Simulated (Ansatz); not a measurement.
Structure (in its standard cell), the geometry relaxed with DFT, LDA (PW92), plane waves (420 eV) with PAW, scalar-relativistic (Ansatz); the starting structure was generated, so it need not be a known form of this composition:

```cif
data_structure
_symmetry_space_group_name_H-M 'Pm-3m'
_symmetry_Int_Tables_number 221
_cell_length_a 2.2600
_cell_length_b 2.2600
_cell_length_c 2.2600
_cell_angle_alpha 90.000
_cell_angle_beta 90.000
_cell_angle_gamma 90.000
_cell_volume 11.54
loop_
_atom_site_label
_atom_site_type_symbol
_atom_site_symmetry_multiplicity
_atom_site_Wyckoff_symbol
_atom_site_fract_x
_atom_site_fract_y
_atom_site_fract_z
_atom_site_occupancy
Ni1 Ni 1 a 0.00000 0.00000 0.00000 1
```

### What does the kinematic electron diffraction pattern along [110] look like at 100 kV (B = 0.3 Å²)?

The spots form a rectangular net whose two shortest vectors correspond to d = 2.26 Å and 1.60 Å, 90.0° apart. They are 0 0 1 and 1 -1 0. The pattern has symmetry 2mm. No reflection of this zone is absent.

Strongest reflections with d > 0.80 Å, one of each family (|F|² from tabulated Gaussian fits of the electron scattering factors, times a small damping for the curvature of the Ewald sphere):

| hkl | d (Å) | I (strongest = 100) |
| --- | --- | --- |
| 0 0 1 | 2.260 | 100 |
| 1 -1 0 | 1.598 | 52 |
| 1 -1 1 | 1.305 | 34 |
| 0 0 2 | 1.130 | 24 |
| 1 -1 2 | 0.923 | 14 |
| 2 -2 0 | 0.799 | 8 |

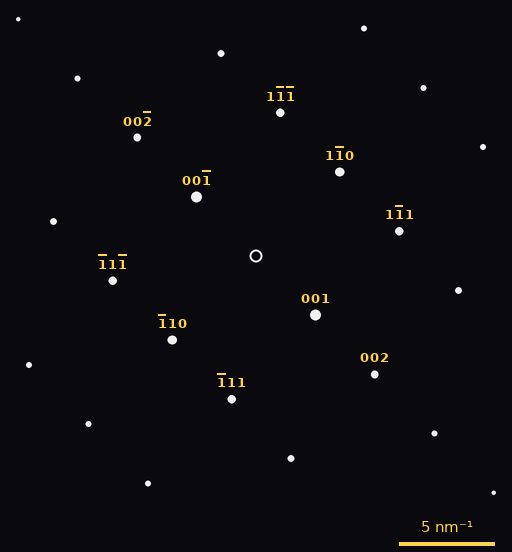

Calculated pattern, seen from the source side with [110] pointing towards the source.
